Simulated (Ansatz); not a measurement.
## ZrH: single-point calculation

The run: single-point calculation of ZrH (4 atoms in the cell). Method and program: DFT, r2SCAN, plane waves, PAW, no spin polarisation (Ansatz 0.2.0).

The structure derives from an entry of the Crystallography Open Database. Figures and captions count atoms from 1; the log counts them from 0 in places.

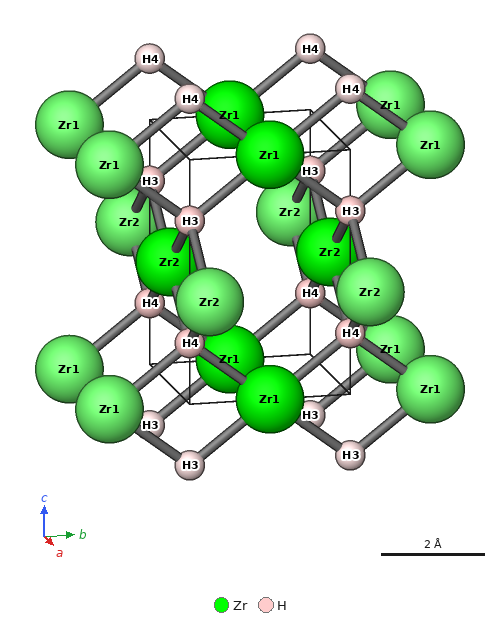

*The structure (ball-and-stick view of the cell of the calculation, seen slightly off an axis; neighbours outside the cell are drawn fainter; atoms are numbered from 1 in the order of the input). An atom can appear more than once, as a periodic image.*

Near neighbours in the periodic cell (some may lie outside the picture): Zr has 4 H at 2.04 Å; H has 4 Zr at 2.04 Å.

## Summary

```json
{"quantity": "outcome", "value": "converged"}
{"quantity": "space group (tolerance 0.01 Å)", "value": "P4₂/mmc (131)"}
{"quantity": "electrons treated", "value": "26"}
{"quantity": "free energy", "value": "−8423.9115 eV"}
{"quantity": "Fermi energy", "value": "12.865 eV"}
{"quantity": "pressure", "value": "0.93 GPa"}
{"quantity": "largest force (length of the vector)", "value": "under 0.001 eV/Å"}
{"quantity": "hardware", "value": "4 threads of Arm Neoverse V2, 24 GiB of memory available, shared host"}
{"quantity": "wall time", "value": "3.2 s (CPU time 12 s)"}
{"quantity": "peak memory", "value": "0.48 GiB"}
```

## Remarks

Settings chosen away from the usual ones: scf.initial_density.chi_scale = 0.1.

## Input file
```yaml
crystal:
  lattice:
    - [3.2427922448, 0.0, 0.0]
    - [0.0, 3.2427922448, 0.0]
    - [0.0, 0.0, 4.9480008336]
  atoms:
    - { symbol: Zr, position: [0.0, 0.5, 0.0] }
    - { symbol: Zr, position: [0.5, 0.0, 0.5] }
    - { symbol: H, position: [0.0, 0.0, 0.75] }
    - { symbol: H, position: [0.0, 0.0, 0.25] }
basis:
  ecutwfc: 500
  ecutrho_ratio: 4
kpoints:
  mp_grid: { grid: [10, 10, 8] }
hamiltonian:
  xc: r2scan
scf:
  occupations: { method: gaussian, width: 0.05 }
  initial_density: { chi_scale: 0.1 }
output:
  forces: true
  stress: true
```

Launched with:
```bash
ansatz run input.yaml --threads 4 --pin off --max-ram 9216MiB --backend cpu --events-out ev --progress --plain --runs-dir out
```

## Log
```
Engine: ansatz 0.2.0, aarch64-unknown-linux-gnu
Pseudopotentials: kind: paw
Pseudopotential: Zr, paw, valence charge 12, recommended cutoff 500 eV (meta_gga), Zr.paw.azcp
Pseudopotential: H, paw, valence charge 1, recommended cutoff 500 eV (meta_gga), H.paw.azcp
Functional definition: r2SCAN
  parameter k0 = 0.174
  parameter k1 = 0.065
  parameter a1 = 4.9479
  exchange = r2scan_x(k0 = k0, k1 = k1, a1 = a1)
  correlation = r2scan_c
Crystal: 4 atoms, lattice volume = 52.032 Å³
Basis set: ecut = 500 eV, 1295 PW (Γ), exchange–correlation on 96×96×160 points (64 copies of the dense FFT grid, shifted against one another)
Bands: 17, of which v1, the nominal top of the filled ones, is band 13 counted from 1 (12 counted from 0)
Symmetry: 16 space group operations
Space group: P42/mmc (ITA 131), of the structure as read, at distance tolerance 3.7e-5 Å
k-points: 105 of 800
Non-local potential: Zr, projectors of the file, l = 0: 3, l = 1: 2, l = 2: 2, l = 3: 2
Non-local potential: H, projectors of the file, l = 0: 2, l = 1: 1
PAW form: soft (Blöchl's): semilocal exchange-correlation on the pseudo side does not see the compensation charge
PAW frozen core: Zr, regenerated for the run's functional (the file was generated under x = pbe(κ = 0.804, μ = 0.2195149727645171), c = pbe(β = 0.06672455060314922))
PAW one-centre angular grid: Zr, 590 points (default); XC on 160 Gauss nodes
PAW one-centre angular grid: H, 302 points (default); XC on 160 Gauss nodes
Initial density: superposition of atomic densities (chi_scale 0.1, normalization cell, long waves kept (reshape's long-wave potential 0.00 eV rms))
Initial wavefunctions: pseudopotential atomic-orbital guess
Functional: x = r2scan, c = r2scan; τ floored in thin density (d = 2e-4 eV/Å³)
SCF iter   1: F=—  HF=-8424.500200 eV  |F-HF|=—  |Δ(HF+E_count)|=         —  Δρ=6.54e-2  dr2=2.33e0  dr2_τ=4.62e-2  ethr=3.10e-3  ⟨swp⟩=5.3  Hψ=7462  notcnv=0
preconditioner: auto → Kerker (q_TF=auto, 2.430 Å⁻¹)  [metal: Δε(μ)=0.032 eV  Ē_g=5.864 eV  σ=0.050 eV  W_gap=0.33  n_scr=14 (ndim 8)  ℏωp=16.3 eV  f_vac=0.000  D(μ)=1.46/eV (n_scr^D=6)]
SCF iter   2: F=—  HF=-8424.156288 eV  |F-HF|=—  |Δ(HF+E_count)|=   3.44e-1  Δρ=3.80e-2  dr2=8.00e-1  dr2_τ=1.72e-2  ethr=3.10e-3  ⟨swp⟩=2.8  Hψ=4097  notcnv=0  defer=3
SCF iter   3: F=—  HF=-8423.905355 eV  |F-HF|=—  |Δ(HF+E_count)|=   2.51e-1  Δρ=5.81e-3  dr2=6.55e-3  dr2_τ=1.26e-3  ethr=3.08e-3  ⟨swp⟩=2.9  Hψ=3497  notcnv=0  defer=3
SCF iter   4: F=—  HF=-8423.911318 eV  |F-HF|=—  |Δ(HF+E_count)|=   5.96e-3  Δρ=1.37e-3  dr2=9.10e-4  dr2_τ=1.28e-5  ethr=2.52e-5  ⟨swp⟩=2.1  Hψ=4313  notcnv=0  defer=3
SCF iter   5: F=—  HF=-8423.911520 eV  |F-HF|=—  |Δ(HF+E_count)|=   2.02e-4  Δρ=1.34e-4  dr2=9.28e-6  dr2_τ=8.09e-7  ethr=3.50e-6  ⟨swp⟩=2.7  Hψ=3025  notcnv=0  defer=3
SCF iter   6: F=—  HF=-8423.911522 eV  |F-HF|=—  |Δ(HF+E_count)|=   2.53e-6  Δρ=2.95e-5  dr2=6.74e-7  dr2_τ=2.58e-8  ethr=3.57e-8  ⟨swp⟩=2.2  Hψ=2588  notcnv=0  defer=3
SCF iter   7: F=-8423.911522 eV  HF=-8423.911522 eV  |F-HF|=9.01e-9  |Δ(HF+E_count)|=   5.24e-8  Δρ=5.52e-6  dr2=8.72e-9  dr2_τ=1.17e-9  ethr=3.85e-10  ⟨swp⟩=4.8  Hψ=6567  notcnv=0
SCF 1 converged in 7 iterations: F = -8423.911522 eV  dr2 = 8.72e-9
  greatest PAW one-centre occupation: 0.989 electrons in one spin orbital (limit 2), on the Zr atom at site 1 (counted from 0), in its partial waves of l = 0
```

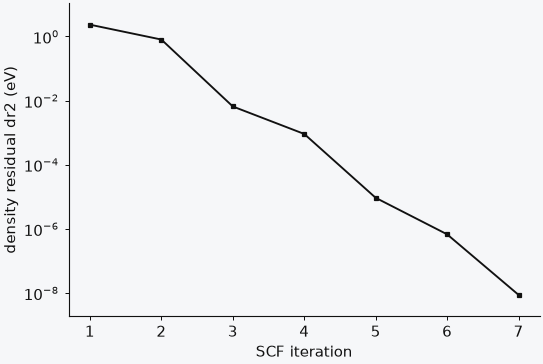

*Convergence of the self-consistent field: density residual dr2 against the SCF iteration.*

The residual falls at every step.

```
SCF converged after 7 iterations
Free energy (F): -8423.911522 eV
Harris-Foulkes:  -8423.911522 eV  (|F-HF|=9.01e-9)
Internal energy: -8423.909544 eV  (E = F + TS)
E sigma→0 (E₀):  -8423.910533 eV
Entropy (-TS):   -0.001979 eV (-0.495 meV/atom)
Fermi energy:    12.864961 eV
--- Per-component energies (eV) ---
  E_band       = -237.722098
  E_kinetic    = 693.803879
  E_local      = -1315.450081  (includes V_loc(G=0)·N_el)
  E_nonlocal   = 160.569229
  E_hartree    = 404.436688
  E_xc         = -330.650117
  E_vxc        = -448.729587  (∫ρ·V_xc dr)
  E_paw        = -5942.608231  (= ΣΔE_a)
  E_vpaw       = -162.686966  (= ΣTr[D̂ρ^β])
  E_aug_tail   = -0.000961  (compensation charges beyond the density's cutoff)
  E_vtau       = 25.899626  (kinetic-family band-sum trace: ∫τ·v_τ [+ j·A + Jᵃ·Aᵃ] dr)
  E_ewald      = -2093.680467
  E_core_change = -0.329483  (= ΣΔE_core)
  E_smearing   = -0.001979  (= −TS)
  E_closure    = 0.000000  (closes the sum)
  Σ components = -8423.911522   (vs F -8423.911522, Δ=0.00e0)
--- Forces (eV/Å), atoms counted from 1 ---
  atom   1  Zr     0.00000000     0.00000000     0.00000000
  atom   2  Zr     0.00000000    -0.00000000    -0.00000000
  atom   3  H     -0.00000000     0.00000000    -0.00000000
  atom   4  H      0.00000000     0.00000000     0.00000000
  max |Σ_I F_I| component: 6.51e-19 eV/Å
--- Stress (GPa, compression-positive) ---
        0.584146       0.000000       0.000000
        0.000000       0.584146      -0.000000
        0.000000      -0.000000       1.607789
  P = ⅓ Tr σ = 0.9254 GPa (9.254 kbar)
```
